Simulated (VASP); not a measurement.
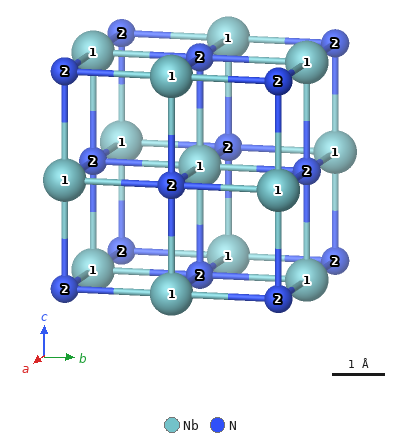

Fig. 1: The structure as given in the input (ball-and-stick view of the cell 4 times as large as that of the calculation, set on its symmetry axes, seen slightly off an axis; atoms are numbered from 1 in the order of the input). An atom can appear more than once, as a periodic image.

# Geometry relaxation of NbN

System: NbN (Fm-3m, 2 atoms in the cell).
Method: Kohn-Sham DFT of a periodic cell, LDA, VASP PAW LDA potentials, recommended, no spin polarisation (VASP 6.6.1).

The structure derives from an entry of the Crystallography Open Database.

**INCAR**
```
SYSTEM = NbN
PREC     = Accurate       ! precision mode
ENCUT    = 600            ! plane-wave cutoff, eV
EDIFF    = 1E-7           ! SCF threshold, eV
ISMEAR   = 1              ! smearing method
SIGMA    = 0.1            ! smearing width, eV
LREAL    = .False.        ! projectors in reciprocal space
LASPH    = .True.         ! aspherical terms in the spheres
NELM     = 80             ! most SCF steps
ALGO     = Normal         ! electronic algorithm
ISIF     = 2              ! what is computed and relaxed
LWAVE    = .False.        ! write WAVECAR
LCHARG   = .False.        ! write CHGCAR
GGA      = CA             ! functional
IBRION   = 2              ! ionic algorithm
NSW      = 40             ! ionic steps
EDIFFG   = -0.01          ! ionic threshold
```

**KPOINTS**
```
regular mesh
0
Gamma
  14 14 14
  0 0 0
```

**POSCAR**
```
NbN                                     
1.0
    0.0000000000      2.1483451753      2.1483451753
    2.1483451753     -0.0000000000      2.1483451753
    2.1483451753      2.1483451753     -0.0000000000
  Nb              N             
     1     1
Direct
     0.5000000000000000    0.5000000000000000    0.5000000000000000
     0.0000000000000000    0.0000000000000000    0.0000000000000000
```

Run on 1 thread of Intel Xeon (Sapphire Rapids), 360 GiB of memory available, shared host.

Launch command:
```bash
cat potpaw_LDA.64/Nb_sv/POTCAR potpaw_LDA.64/N/POTCAR > POTCAR
mpirun -np 1 vasp_std > vasp.out
```

**OSZICAR**
```
N       E                     dE             d eps       ncg     rms          rms(c)
DAV:   1     0.193575848791E+03    0.19358E+03   -0.11249E+04  2709   0.166E+03
DAV:   2    -0.112367400592E+02   -0.20481E+03   -0.19651E+03  3232   0.566E+02
DAV:   3    -0.256022173118E+02   -0.14365E+02   -0.13729E+02  4758   0.117E+02
DAV:   4    -0.262144252491E+02   -0.61221E+00   -0.60957E+00  3419   0.192E+01
DAV:   5    -0.262413008633E+02   -0.26876E-01   -0.26869E-01  4645   0.378E+00    0.136E+01
DAV:   6    -0.229593067288E+02    0.32820E+01   -0.15108E+01  4439   0.404E+01    0.477E+00
DAV:   7    -0.228231049248E+02    0.13620E+00   -0.67043E-01  4099   0.953E+00    0.305E+00
DAV:   8    -0.228039255119E+02    0.19179E-01   -0.15667E-01  3692   0.414E+00    0.857E-01
DAV:   9    -0.228006140326E+02    0.33115E-02   -0.31375E-02  3572   0.167E+00    0.453E-01
DAV:  10    -0.228004867729E+02    0.12726E-03   -0.27006E-03  4593   0.598E-01    0.158E-01
DAV:  11    -0.228004099304E+02    0.76843E-04   -0.44539E-04  3625   0.219E-01    0.327E-02
DAV:  12    -0.228004092776E+02    0.65279E-06   -0.24601E-05  3435   0.591E-02    0.903E-03
DAV:  13    -0.228004088488E+02    0.42881E-06   -0.25670E-06  4339   0.195E-02    0.589E-03
DAV:  14    -0.228004088481E+02    0.77193E-09   -0.21658E-07  2340   0.701E-03
   1 F= -.22800409E+02 E0= -.22800162E+02  d E =-.228004E+02
```

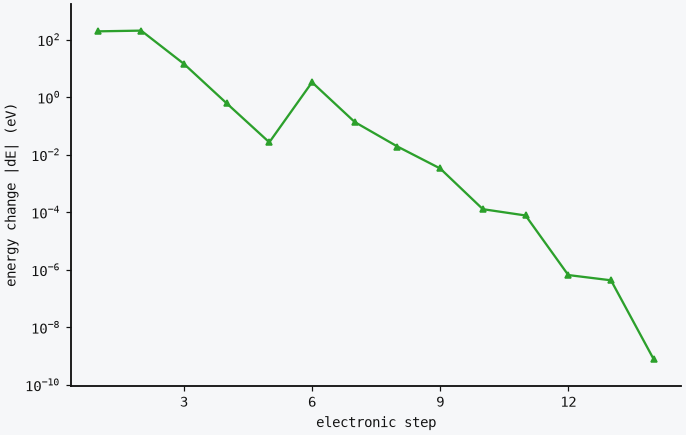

Fig. 2: Convergence of the self-consistent field: energy change |dE| against the electronic step. It takes 14 electronic steps. The density is held fixed in the first few steps, and dE rises again when its update begins.

**Parts of OUTCAR**
```
SYSTEM = NbN
   PREC = Accurate
   ENCUT = 600
   EDIFF = 1E-7
   ISMEAR = 1
   LREAL = .False.
   LASPH = .True.
   NELM = 80
   ISIF = 2
   GGA = CA
   IBRION = 2
   NSW = 40
   EDIFFG = -0.01

 ion  position               nearest neighbor table
   1  0.500  0.500  0.500-   2 2.15   2 2.15   2 2.15   2 2.15   2 2.15   2 2.15
   2  0.000  0.000  0.000-   1 2.15   1 2.15   1 2.15   1 2.15   1 2.15   1 2.15

  LATTYP: Found a face centered cubic cell.
 ALAT       =     4.2966903506

  Lattice vectors:

 A1 = (   0.0000000000,   2.1483451753,   2.1483451753)
 A2 = (   2.1483451753,   0.0000000000,   2.1483451753)
 A3 = (   2.1483451753,   2.1483451753,   0.0000000000)

Analysis of symmetry for initial positions (statically):
=====================================================================
 Subroutine PRICEL returns:
 Original cell was already a primitive cell.

 Routine SETGRP: Setting up the symmetry group for a
 face centered cubic supercell.

 Subroutine GETGRP returns: Found 48 space group operations
 (whereof 48 operations were pure point group operations)
 out of a pool of 48 trial point group operations.

The static configuration has the point symmetry O_h .

Analysis of symmetry for dynamics (positions and initial velocities):
=====================================================================
 Subroutine PRICEL returns:
 Original cell was already a primitive cell.

 Routine SETGRP: Setting up the symmetry group for a
 face centered cubic supercell.

 Subroutine GETGRP returns: Found 48 space group operations
 (whereof 48 operations were pure point group operations)
 out of a pool of 48 trial point group operations.

The dynamic configuration has the point symmetry O_h .

 Subroutine INISYM returns: Found 48 space group operations
 (whereof 48 operations are pure point group operations),
 and found     1 'primitive' translations

----------------------------------------------------------------------------------------

                                     Primitive cell

  volume of cell :      19.8309

  direct lattice vectors                    reciprocal lattice vectors
     0.000000000  2.148345175  2.148345175    -0.232737274  0.232737274  0.232737274
     2.148345175  0.000000000  2.148345175     0.232737274 -0.232737274  0.232737274
     2.148345175  2.148345175  0.000000000     0.232737274  0.232737274 -0.232737274

  length of vectors
     3.038218884  3.038218884  3.038218884     0.403112784  0.403112784  0.403112784

  position of ions in fractional coordinates (direct lattice)
     0.500000000  0.500000000  0.500000000
     0.000000000  0.000000000  0.000000000

  ion indices of the primitive-cell ions
   primitive index   ion index
                 1           1
                 2           2

----------------------------------------------------------------------------------------

 KPOINTS: regular mesh

Automatic generation of k-mesh.
 Grid dimensions read from file:
 generate k-points for:   14   14   14

 Generating k-lattice:

  Cartesian coordinates                     Fractional coordinates (reciprocal lattice)
    -0.016624091  0.016624091  0.016624091     0.071428571  0.000000000  0.000000000
     0.016624091 -0.016624091  0.016624091     0.000000000  0.071428571  0.000000000
     0.016624091  0.016624091 -0.016624091     0.000000000  0.000000000  0.071428571

  Length of vectors
     0.028793770  0.028793770  0.028793770

  Shift w.r.t. Gamma in fractional coordinates (k-lattice)
     0.000000000  0.000000000  0.000000000

 Subroutine IBZKPT returns following result:
 ===========================================

 Found    104 irreducible k-points:

 Following reciprocal coordinates:
            Coordinates               Weight
  0.000000  0.000000  0.000000      1.000000
  0.071429  0.000000  0.000000      8.000000
  0.142857  0.000000  0.000000      8.000000
  0.214286  0.000000  0.000000      8.000000
  0.285714  0.000000  0.000000      8.000000
  0.357143  0.000000  0.000000      8.000000
  0.428571  0.000000  0.000000      8.000000
  0.500000  0.000000  0.000000      4.000000
  0.071429  0.071429  0.000000      6.000000
  0.142857  0.071429  0.000000     24.000000
  0.214286  0.071429  0.000000     24.000000
  0.285714  0.071429  0.000000     24.000000
  0.357143  0.071429  0.000000     24.000000
  0.428571  0.071429  0.000000     24.000000
  0.500000  0.071429  0.000000     24.000000
 -0.428571  0.071429  0.000000     24.000000
 -0.357143  0.071429  0.000000     24.000000
 -0.285714  0.071429  0.000000     24.000000
 -0.214286  0.071429  0.000000     24.000000
 -0.142857  0.071429  0.000000     24.000000
 -0.071429  0.071429  0.000000     12.000000
  0.142857  0.142857  0.000000      6.000000
  0.214286  0.142857  0.000000     24.000000
  0.285714  0.142857  0.000000     24.000000
 [... further k-points ...]
   k-points           NKPTS =    104   k-points in BZ     NKDIM =    104   number of bands    NBANDS=     13
   number of dos      NEDOS =    301   number of ions     NIONS =      2
   total plane-waves  NPLWV =  13824
   dimension x,y,z NGX =    24 NGY =   24 NGZ =   24
   dimension x,y,z NGXF=    48 NGYF=   48 NGZF=   48
   ions per type =               1   1
   NGX,Y,Z   is equivalent  to a cutoff of  13.13, 13.13, 13.13 a.u.
   NGXF,Y,Z  is equivalent  to a cutoff of  26.26, 26.26, 26.26 a.u.
 SYSTEM =  NbN
   PREC   = accura    normal or accurate (medium, high low for compatibility)
   ISTART =      0    job   : 0-new  1-cont  2-samecut
   ICHARG =      2    charge: 1-file 2-atom 10-const
   ISPIN  =      1    spin polarized calculation?
   LNONCOLLINEAR =      F non collinear calculations
   LSORBIT =      F    spin-orbit coupling
   LASPH  =      T    aspherical Exc in radial PAW
   ENCUT  =  600.0 eV  44.10 Ry    6.64 a.u.   6.07  6.07  6.07*2*pi/ulx,y,z
   NELM   =     80;   NELMIN=  2; NELMDL= -5     # of ELM steps
   EDIFF  = 0.1E-06   stopping-criterion for ELM
   LREAL  =      F    real-space projection
   EDIFFG = -.1E-01   stopping-criterion for IOM
   NSW    =     40    number of steps for IOM
   IBRION =      2    ionic relax: 0-MD 1-quasi-New 2-CG
   NFREE  =      1    steps in history (QN), initial steepest desc. (CG)
   ISIF   =      2    stress and relaxation
   ISYM   =      2    0-nonsym 1-usesym 2-fastsym
   POTIM  = 0.5000    time-step for ionic-motion
   TEBEG  =    0.0;   TEEND  =   0.0 temperature during run
   PSTRESS=    0.0 pullay stress
   NELECT =      18.0000    total number of electrons
   NUPDOWN=      -1.0000    fix difference up-down
   EMIN   =  10.00;   EMAX   =-10.00  energy-range for DOS
   EFERMI =   0.00;   METHOD = LEGACY
   ISMEAR =     1;   SIGMA  =   0.10  broadening in eV -4-tet -1-fermi 0-gaus
   EFERMI_NEDOS =   21; number of points for ismear=-14 and -15
   IALGO  =     38    algorithm
   IMIX   =      4    mixing-type and parameters
     AMIX     =   0.40;   BMIX     =  1.00
     AMIX_MAG =   1.60;   BMIX_MAG =  1.00
  volume/ion in A,a.u.               =       9.92        66.91
  Fermi-wavevector in a.u.,A,eV,Ry     =   1.585082  2.995370 34.184413  2.512483
  Thomas-Fermi vector in A             =   2.684601
   LORBIT       =      0    0 simple, 1 ext, 2 COOP (PROOUT), +10 PAW based schemes
   GGA     = CA    functional components
   LHFCALC =     F    Hartree Fock is set to
   AEXX    =    0.0000 exact exchange contribution
   IVDW    =     0    specifies the selected vdW correction
   LEPSILON=     F    determine dielectric tensor
   LRPA    =     F    only Hartree local field effects (RPA)
 conjugate gradient relaxation of ions
 non-spin polarized calculation
 Methfessel and Paxton  Order N= 1 SIGMA  =   0.10
  energy-cutoff  :      600.00
  volume of cell :       19.83
 maximum number of plane-waves:       674
   NGX = 13   NGY = 13   NGZ = 13

 number of electron      17.9999997 magnetization

 Free energy of the ion-electron system (eV)
  ---------------------------------------------------
  ext. energy  EPLUGINS =         0.00000000
  ---------------------------------------------------
  free energy    TOTEN  =       -22.80040885 eV

  energy without entropy =      -22.79966850  energy(sigma->0) =      -22.80016207

 E-fermi :  14.8497     XC(G=0): -14.0080     alpha+bet :-21.7889

 val. band max:       14.8473826588   @ k =  -0.2857   0.3571   0.1429
 cond. band min:      14.9084825131   @ k =   0.2143   0.1429   0.0000
 fundamental gap:      0.0610998543
 Fermi energy:        14.8496667308

 k-point     1 :       0.0000    0.0000    0.0000
  band No.  band energies     occupation
      1     -41.1485      2.00000
      2     -16.8847      2.00000
      3     -16.8847      2.00000
      4     -16.8847      2.00000
      5      -2.9270      2.00000
      6      11.3770      2.00000
      7      11.3770      2.00000
      8      11.3770      2.00000
      9      12.6864      2.00000
     10      12.6864      2.00000
     11      12.6864      2.00000
     12      14.7194      2.06923
     13      14.7194      2.06923

 k-point     2 :       0.0714    0.0000    0.0000
  band No.  band energies     occupation
      1     -41.1393      2.00000
      2     -16.9596      2.00000
      3     -16.8904      2.00000
      4     -16.8904      2.00000
      5      -2.7956      2.00000
      6      10.7460      2.00000
      7      10.8693      2.00000
      8      10.8693      2.00000
      9      12.8934      2.00000
     10      12.8934      2.00000
     11      13.0431      2.00000
     12      15.2924     -0.00000
     13      15.2924     -0.00000

 k-point     3 :       0.1429    0.0000    0.0000
  band No.  band energies     occupation
      1     -41.1136      2.00000
      2     -17.1645      2.00000
      3     -16.9065      2.00000
      4     -16.9065      2.00000
      5      -2.4254      2.00000
      6       9.5895      2.00000
      7       9.9531      2.00000
      8       9.9531      2.00000
      9      13.3399      2.00000
     10      13.3399      2.00000
     11      13.5377      2.00000
     12      16.5576     -0.00000
     13      16.5576     -0.00000

 k-point     4 :       0.2143    0.0000    0.0000
  band No.  band energies     occupation
      1     -41.0761      2.00000
      2     -17.4489      2.00000
      3     -16.9295      2.00000
      4     -16.9295      2.00000
      5      -1.8801      2.00000
      6       8.3519      2.00000
      7       9.0666      2.00000
      8       9.0666      2.00000
      9      13.9822      2.00000
     10      13.9822      2.00000
     11      14.0520      2.00000
     12      18.0510      0.00000
     13      18.0510      0.00000

 k-point     5 :       0.2857    0.0000    0.0000
  band No.  band energies     occupation
      1     -41.0341      2.00000
      2     -17.7503      2.00000
      3     -16.9549      2.00000
      4     -16.9549      2.00000
      5      -1.2462      2.00000
      6       7.1885      2.00000
      7       8.3290      2.00000
      8       8.3290      2.00000
      9      14.7049      2.05985
     10      14.7780      1.93114
     11      14.7780      1.93114
     12      19.5620      0.00000
     13      19.5620      0.00000

 [... the levels of 18 k-points are left out ...]

 k-point    24 :       0.2857    0.1429    0.0000
  band No.  band energies     occupation
      1     -41.0375      2.00000
      2     -17.5712      2.00000
      3     -17.0406      2.00000
      4     -17.0178      2.00000
      5      -1.6006      2.00000
      6       7.2338      2.00000
      7       9.1048      2.00000
      8       9.5007      2.00000
      9      12.3305      2.00000
     10      15.4845     -0.00000
     11      15.7673     -0.00000
     12      17.1922      0.00000
     13      18.9912      0.00000

 [... further k-points ...]

------------------------ aborting loop because EDIFF is reached ----------------------------------------

  FORCE on cell =-STRESS in cart. coord.  units (eV):
  Direction    XX          YY          ZZ          XY          YZ          ZX
  --------------------------------------------------------------------------------------
  -------------------------------------------------------------------------------------
  Total        1.9355558      1.9355558      1.9355558     -0.0000000     -0.0000000      0.0000000
  in kB      156.3774415    156.3774415    156.3774415     -0.0000000     -0.0000000      0.0000000
  external PRESSURE =     156.3774415 kB  Pullay stress =       0.0000000 kB

 VOLUME and BASIS-vectors are now :
 -----------------------------------------------------------------------------
  energy-cutoff  :      600.00
  volume of cell :       19.83
      direct lattice vectors                 reciprocal lattice vectors
     0.000000000  2.148345175  2.148345175    -0.232737274  0.232737274  0.232737274
     2.148345175  0.000000000  2.148345175     0.232737274 -0.232737274  0.232737274
     2.148345175  2.148345175  0.000000000     0.232737274  0.232737274 -0.232737274

 POSITION                                       TOTAL-FORCE (eV/Angst)
 -----------------------------------------------------------------------------------
      2.14835      2.14835      2.14835        -0.000000      0.000000     -0.000000
      0.00000      0.00000      0.00000         0.000000     -0.000000      0.000000
 -----------------------------------------------------------------------------------
    total drift:                                0.000000     -0.000000      0.000000

  FREE ENERGIE OF THE ION-ELECTRON SYSTEM (eV)
  ---------------------------------------------------
  free  energy   TOTEN  =       -22.8004088481 eV

  energy  without entropy=      -22.7996685002  energy(sigma->0) =      -22.80016207

 reached required accuracy - stopping structural energy minimisation
```

**CONTCAR**
```
NbN
   1.00000000000000
     0.0000000000000000    2.1483451752999998    2.1483451752999998
     2.1483451752999998    0.0000000000000000    2.1483451752999998
     2.1483451752999998    2.1483451752999998    0.0000000000000000
  Nb              N
     1     1
Direct
     0.5000000000000000    0.5000000000000000    0.5000000000000000
     0.0000000000000000    0.0000000000000000    0.0000000000000000

  0.00000000E+00  0.00000000E+00  0.00000000E+00
  0.00000000E+00  0.00000000E+00  0.00000000E+00
```

**Results in brief**

- outcome: converged
- space group (tolerance 0.01 Å): Fm-3m (225)
- electrons treated: 18
- free energy: −22.8004 eV
- gap on the k-point mesh: none (metallic)
- pressure: 15.64 GPa
- final volume: 19.83 Å³
- largest force (length of the vector): under 0.001 eV/Å
- wall time: 16 s
- peak memory: 0.15 GiB

The cell is under a pressure of 15.6 GPa at this level, so it is not at its equilibrium volume.
